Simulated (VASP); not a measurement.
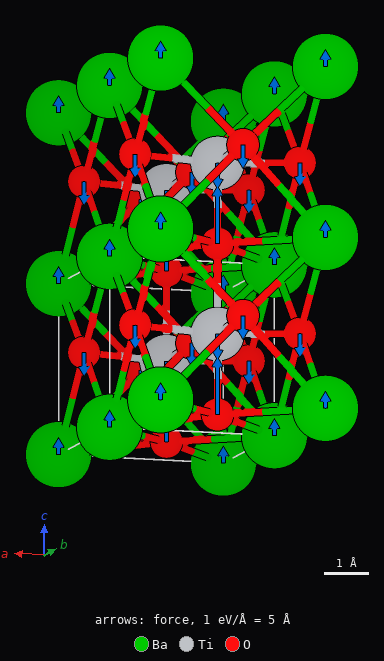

Starting geometry of solid BaTiO$_{3}$ (set up in P4mm) with the computed forces as blue arrows. Style: ball-and-stick. Shown: the cell of the calculation, repeated 1 × 2 × 2 with one cell outlined, from a free direction.

The run lets cell and atoms move.

Level of theory: VASP, Kohn-Sham DFT of a periodic cell, revPBE, VASP PAW PBE potentials, recommended.

Input file:
```
SYSTEM = BaTiO3
PREC = Accurate ; ENCUT = 600
EDIFF = 1E-7 ; ISMEAR = -1
SIGMA = 0.05 ; LREAL = .False.
LASPH = .True. ; NELM = 60
ALGO = Normal ; ISIF = 3
LWAVE = .False. ; LCHARG = .False.
GGA = RE ; IBRION = 2
NSW = 40 ; EDIFFG = -0.01
```

Run as
```bash
cat potpaw_PBE.64/Ba_sv/POTCAR potpaw_PBE.64/Ti_sv/POTCAR potpaw_PBE.64/O/POTCAR > POTCAR
mpirun -np 1 vasp_std > vasp.out
```

> Is this structure relaxed? If not, where do the atoms go?

It isn't relaxed: the largest force vector, on an O atom, is 0.27 eV/Å. The final displacements follow the starting forces only in part (cosine between the two patterns 0.58). The largest move relative to the cell is that of an O atom, 0.15 Å along +c. Largest moves by element: O 0.15 Å, Ti 0.11 Å, Ba 0.08 Å. The drawn cell changes as follows: a = b 4.000 → 4.002 Å (0.0 %), c 4.018 → 4.370 Å (+8.8 %); the volume changes by +8.9 %. Near-neighbour distances that change, for instance: O–Ti 2.126 → 2.571 Å, Ba–O 2.884 → 3.098 Å, Ba–Ti 3.493 → 3.620 Å, O–Ti 1.892 → 1.800 Å. Bond angles that change, for instance: Ba–O–Ba 176.9° → 167.4°, Ti–O–Ti 173.8° → 165.6°, O–Ti–O 173.8° → 165.6°. The space group stays P4mm (No. 99). The energy falls by 0.134 eV per cell of the calculation in 26 geometry steps. Largest force component: 0.27 eV/Å at the start, 0.0049 eV/Å at the end. Pressure: 7.12 GPa at the start and −0.02 GPa at the end.
